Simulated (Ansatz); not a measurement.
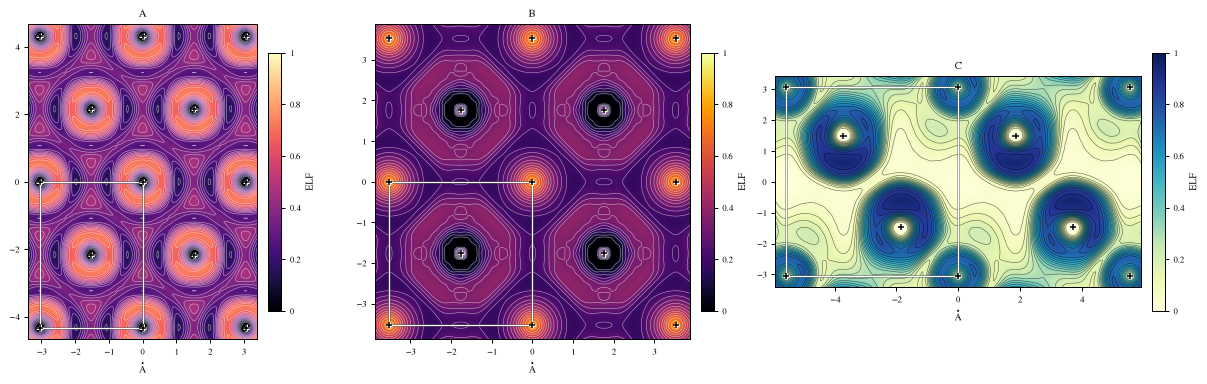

The ELF of 3 systems, each on a plane through atoms (crosses mark nuclei in the plane).

These are results of Ansatz 0.2.0, DFT PBEsol, scalar-relativistic, plane waves, PAW, not measurements.

System 1: Ni3Ge, the (100) plane of the conventional cell. Space group Pm-3m; a structure from a database of computed crystals, not necessarily the ambient phase; computed without spin polarisation.

```
Ni Ge
1.0
     3.52491    0.00000    0.00000
     0.00000    3.52491    0.00000
     0.00000    0.00000    3.52491
Ni Ge
3 1
Direct
  0.50000 0.00000 0.50000
  0.00000 0.50000 0.50000
  0.50000 0.50000 0.00000
  0.00000 0.00000 0.00000
```

System 2: MoS2, the (010) plane of the conventional cell. Space group C2/m; a structure from a database of computed crystals, not necessarily the ambient phase; changed on purpose from its base cell (strain +0.0250 x Voigt [0, 1, 0, 0, 0, 0], atoms carried along); not relaxed (largest force 0.3 eV/Å); computed pressure about −3 GPa in this cell; computed without spin polarisation.

System 3: W, the (11̄0) plane of the conventional cell. Space group Im-3m; changed on purpose from its base cell (volume × 0.91); computed pressure about 37 GPa in this cell.

```
W
1.0
     3.05673    0.00000    0.00000
     0.00000    3.05673    0.00000
     0.00000    0.00000    3.05673
W
2
Cartesian
  0.0000 0.0000 0.0000
  1.5284 1.5284 1.5284
```

**Which map belongs to which system?**

Panel A is system 3, W: the plane holds W. W–W (2.65 Å): the ELF is about 0.35 at the midpoint. Panel B is system 1, Ni3Ge: the plane holds Ni and Ge. Ni–Ge (2.49 Å): the ELF is about 0.35 at the midpoint. Panel C is system 2, MoS2: the plane holds Mo and S. Mo–S (2.44 Å): the ELF peaks at about 0.85 in the valence shell of S, 0.8 Å from its nucleus, and is about 0.40 at the midpoint.
